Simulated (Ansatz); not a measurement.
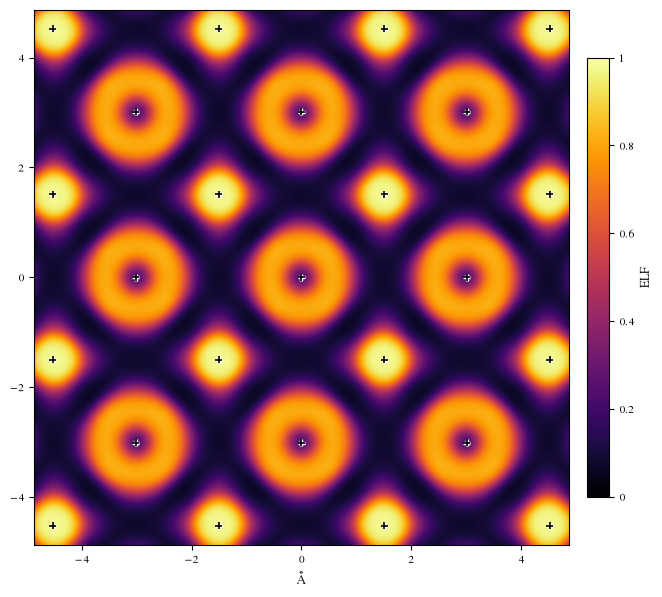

The ELF on a plane through atoms (crosses mark nuclei in the plane).

The calculation used Ansatz, Kohn-Sham DFT of a periodic cell, PBEsol, Ansatz PAW.

Candidates:
A. MnSi, a = 4.47 Å, b = 4.47 Å, c = 4.47 Å, α = 90.00°, β = 90.00°, γ = 90.00°. Space group P2₁3; spin-polarised.
B. Ti, a = 2.95 Å, b = 5.11 Å, c = 4.68 Å, α = 90.00°, β = 90.00°, γ = 90.00°. Space group Cmcm; changed on purpose from its base cell (atoms moved at random by about 0.05 A); computed pressure about −6 GPa in this cell.
C. CoO, a = 3.02 Å, b = 3.02 Å, c = 4.21 Å, α = 90.00°, β = 90.00°, γ = 90.00°. Space group I4/mmm; computed pressure about −27 GPa in this cell; the program warned that no starting moments were given; spin-polarised, but the moments vanished.

Question: Which candidate gave the map?

Answer: Candidate C: CoO on the (001) plane of the conventional cell, which holds Co and O. Co–O (2.13 Å): the ELF peaks at about 0.80 in the valence shell of O, 0.6 Å from its nucleus, and is about 0.15 at the midpoint; no shared electron pair shows on this line.
